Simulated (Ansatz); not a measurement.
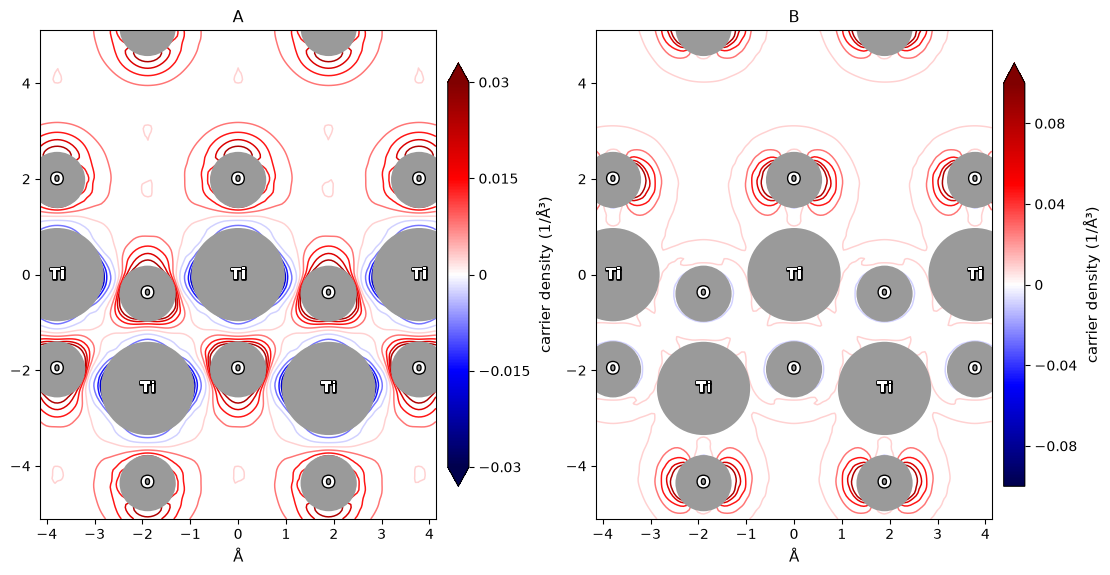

TiO₂, doped once with holes and once with electrons (0.25 e in the calculation's cell of 6 atoms, uniform background, atoms fixed). Each panel shows the carrier's density (positive where it sits) on the (010) plane of the conventional cell; grey discs cover the cores. Cores are masked to 1.0 Å (Ti) and 0.6 Å (O).

Space group I4_1/amd; the calculation finds a residual pressure of about 9 GPa at this fixed cell. Effective Hubbard U: 4.0 eV on Ti d.

Method: Ansatz, DFT PBE+U, scalar-relativistic, plane waves, PAW.

### Tell the hole from the electron.

A is the electron: outside the cores it is densest at the edge of the masked core of Ti; it divides as O about 65 % and Ti about 35 %. B is the hole: outside the cores it is densest at the edge of the masked core of O; it divides as O about 85 % and Ti about 15 %. Shares are sums over atomic cells sized by the Bader volumes, which fill 20 % (Ti) and 80 % (O) of the cell, so only an excess over these marks a preference; they are shares of the net change, screening included, and the band-edge orbitals themselves can be more concentrated.

Run times: 33 s (electron) and 30 s (hole), on 2 threads of Intel(R) Xeon(R) Platinum 8488C (Sapphire Rapids), with other jobs on the host.
